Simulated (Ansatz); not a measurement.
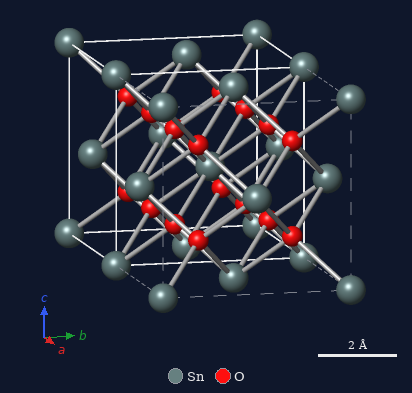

The image is a ball-and-stick drawing of a crystal, viewed slightly off an axis. Shown are 2×1×1 repeats of the conventional unit cell, one of them outlined in solid lines. Cell: a = 4.976 Å, b = 4.976 Å, c = 4.976 Å, α = 90.00°, β = 90.00°, γ = 90.00°.

Give a description of the structure.

- Formula: SnO$_{2}$.
- The structure has Fm-3m (No. 225) symmetry and a face-centred cubic lattice.
- Its structure type: fluorite (CaF₂ type).
- The cell has 12 atoms, namely 4 Sn, 8 O.
- The coordination shell of Sn holds eight O in a cubic arrangement at about 2.2 Å. O is linked to four Sn in a tetrahedral arrangement at about 2.2 Å.
- The bonds build a three-dimensional framework.

Source of the structure: a structure listed in the Materials Project. The cell was then strained or its atoms displaced on purpose. Ansatz was used for an electronic-structure calculation on it.

At this level of theory the cell isn't at rest (compressed, at 24 GPa), so its distances can differ from those at equilibrium, the more so the softer the solid.
